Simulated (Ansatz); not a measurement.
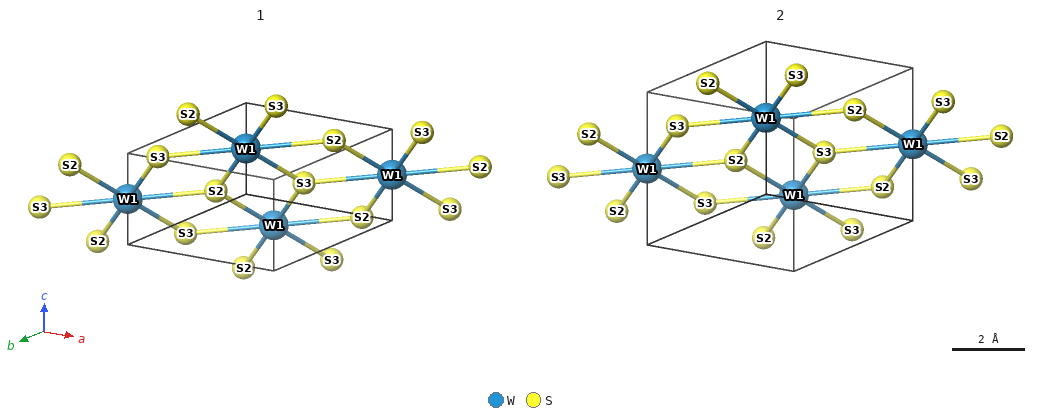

Two geometries of crystalline WS₂ (a generated structure, set up in P6/mmm), drawn at one scale. One is the start of a relaxation, the other its converged end. The picture is a ball-and-stick view of the cell of the calculation, seen from a free direction.

Level of theory: DFT PBE, scalar-relativistic, plane waves, PAW in Ansatz. Settings: plane-wave cutoff 420 eV; k-point mesh 12 × 12 × 10; occupations gaussian; smearing width 0.1 eV; collinear spin; cell and atoms relaxed; force threshold 0.01 eV/Å; at most 80 steps.

**Which geometry has the lower energy?**

Structure 1 is the relaxed one. Over 12 accepted moves (13 points after the start) the energy falls by 403 meV per atom. All forces vanish by symmetry, so only the cell relaxes. The pressure goes from −0.35 to −0.02 GPa. At 1 point the geometry stayed and the basis and grid were re-selected for the new cell (energy shift of 0.4 meV per atom at most each time). The atoms keep their places relative to the cell (all moves are under 0.005 Å). Cell: a = b 4.377 → 4.352 Å (−0.6 %), c 4.958 → 2.965 Å (−40.2 %). Volume −40.9 %. Some distances before and after: W1–W1 4.958 → 2.965 Å, W1–S2 2.527 → 2.513 Å. The space group stays P6/mmm (No. 191). The program noted that the starting moments weren't kept.
